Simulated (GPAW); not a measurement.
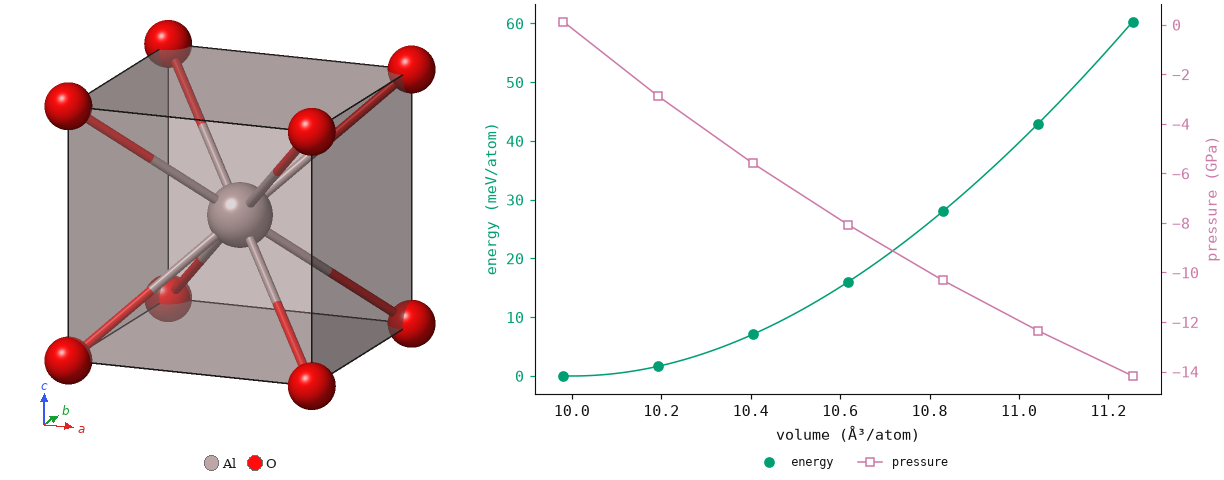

Method: PAW DFT in plane waves, on a grid or in atomic orbitals, no spin polarisation; energies at scaled volumes of the given cell, shape and fractions fixed, counted from the fit's minimum, third-order Birch-Murnaghan fit (GPAW 26.7.0). Level: LDA.

```tsv
setting	value
k mesh	10×10×10
occupations	Fermi–Dirac
smearing width	0.05 eV
potentials	GPAW PAW data sets (gpaw data 1.2.1)
wave cutoff	800 eV
program settings	basis pw
```

Cell as given: a = 2.769 Å, b = 2.769 Å, c = 2.769 Å, α = 90.00°, β = 90.00°, γ = 90.00°; 2 atoms.

Energy and pressure against volume for AlO, space group Pm-3m (No. 221) (cell built by us, not taken from a database). The conventional cell is drawn beside the plot.

A third-order Birch–Murnaghan fit gives V0 = 10.00 Å³/atom, B0 = 148 GPa and B′ = 3.7. The energy rises from 0.02 meV/atom at volume 9.98 Å³/atom to 60.31 meV/atom at 11.25 Å³/atom. The pressure falls from 0.13 GPa at volume 9.98 Å³/atom to −14.18 GPa at 11.25 Å³/atom, and changes sign near 9.99 Å³/atom.

Limits of the calculation: the minimum lies near the end of the range.

Input of the run:
```
from ase.eos import EquationOfState
from ase.io import Trajectory, read
from ase.units import GPa
from gpaw import GPAW, PW

atoms = read('AlO.xyz')

traj = Trajectory('eos.traj', 'w')
volumes, energies = [], []
for x in [0.94, 0.96, 0.98, 1.0, 1.02, 1.04, 1.06]:
    a = atoms.copy()
    a.set_cell(atoms.cell * x**(1 / 3), scale_atoms=True)
    calc = GPAW(mode=PW(800),
                xc='LDA',
                kpts={'size': (10, 10, 10), 'gamma': True},
                occupations={'name': 'fermi-dirac', 'width': 0.05},
                nbands=12,
                convergence={'density': 1e-05, 'energy': 1e-05},
                maxiter=150,
                txt=f'eos-{x:.2f}.txt')
    a.calc = calc
    energies.append(a.get_potential_energy(force_consistent=True))
    volumes.append(a.get_volume())
    p = -a.get_stress()[:3].mean() / GPa
    calc.write(f'eos-{x:.2f}.gpw')
    traj.write(a)
    print(f'{x:.2f} {volumes[-1]:10.4f} A^3 {energies[-1]:14.6f} eV {p:9.3f} GPa', flush=True)

v0, e0, B = EquationOfState(volumes, energies, eos='birchmurnaghan').fit()
print(f'V0 = {v0:.4f} A^3, E0 = {e0:.6f} eV, B0 = {B / GPa:.2f} GPa')
```

Command:
```bash
OMP_NUM_THREADS=1 python run.py
```
